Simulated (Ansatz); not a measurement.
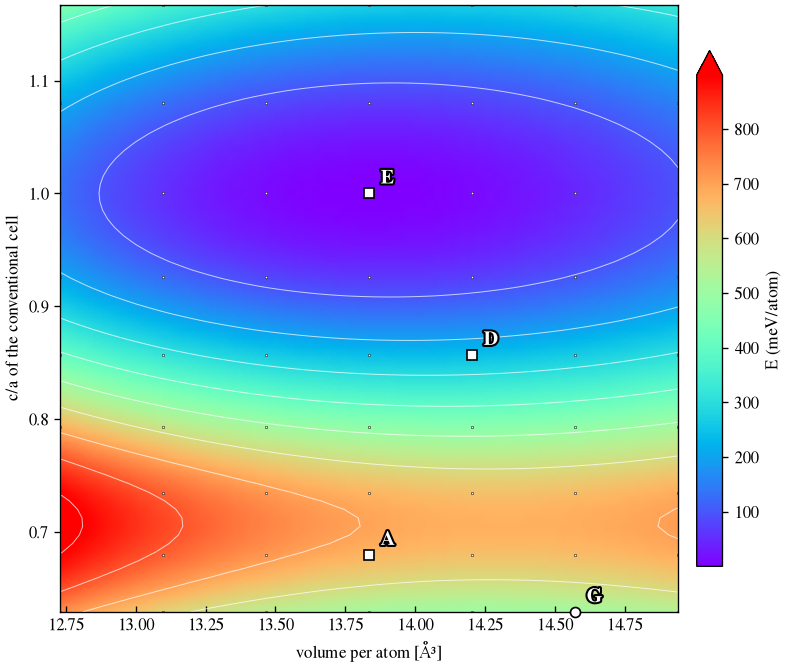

Ir (Fm-3m, No. 225; 1 atom in the cell). The energy is mapped over volume and the cell's shape. First axis: volume per atom. Second axis: c/a of the conventional cell. Nothing is relaxed (symmetry fixes all fractional coordinates). The scan uses a 7 × 9 grid. Points are written as (first, second). Energies are in meV/atom, from the lowest grid point. These are results of DFT LDA, scalar-relativistic, plane waves, PAW in Ansatz 0.2.0, not measurements. Settings: cutoff 420 eV, k-mesh 22×22×22, gaussian smearing 0.15 eV, no spin polarisation.

In the figure: a smooth colour map with a few white contour lines, dots at the grid points, one colour for all values above the top of the scale, lettered points. Between grid points the surface is interpolated.

Is E the lowest point of the computed grid?

Yes. E, at (13.835 Å³, 1.000) [fcc], has the lowest energy of the grid.

What kind of point is each of D, E: minimum, saddle, maximum or slope?

D: on a slope; E: minimum. (In these two coordinates alone; a stationary point may lie a little off the grid point.)

Rank the lettered points by energy, lowest first.

E (0 meV/atom), D (243 meV/atom), G (510 meV/atom), A (671 meV/atom).

PAW datasets: the set soft_1.
